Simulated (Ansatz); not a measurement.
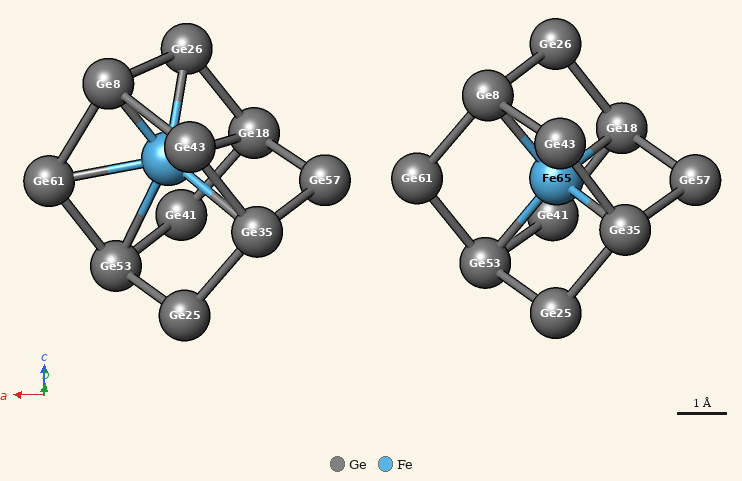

Two geometries of a defect cell of composition Ge64Fe (cell charge +2), drawn at one scale. One is the start of a relaxation, the other its converged end. The picture is a ball-and-stick view of the atoms within 4.2 Å of the atom that moves most (axes of the cell of the calculation (origin shifted)), seen from a free direction.

Method: DFT, PBEsol, PAW, plane waves in Ansatz 0.2.0. Set-up: plane-wave cutoff 420 eV; k-point mesh 1 × 1 × 1; mesh shifted by (0.25, 0.25, 0.25); no spin polarisation; atoms relaxed in a fixed cell; force threshold 0.03 eV/Å; at most 80 steps.

**Which of the two is the end point?**

The left one is the relaxed one. The atoms of the start lie slightly off their symmetric places, so part of the fall in energy undoes that. After 10 geometry steps the energy has fallen by 0.544 eV per cell of the calculation. Largest force component: 0.79 eV/Å at the start, 0.0053 eV/Å at the end. The largest move is that of Fe65, 0.59 Å along [1 1 1]. Largest moves by element: Fe 0.59 Å, Ge 0.33 Å. The cell stays as it was. Near-neighbour distances that change, for instance: Ge61–Fe65 2.859 → 2.495 Å, Ge26–Fe65 2.827 → 2.488 Å, Ge43–Fe65 2.809 → 2.493 Å, Ge18–Fe65 2.440 → 2.741 Å. Bond angles that change, for instance: Ge18–Fe65–Ge35 111.9° → 93.7°, Ge18–Fe65–Ge53 108.9° → 93.6°, Ge35–Fe65–Ge53 108.2° → 93.3°. The run took 21 s on 1 × NVIDIA GB300 Max-Q with 8 threads of Arm Neoverse-V2, peak memory 2.2 GiB.

Limits of the set-up: an element that often carries a moment was run without spin polarisation; the cell is charged, on a uniform background, and energies carry no finite-size correction.
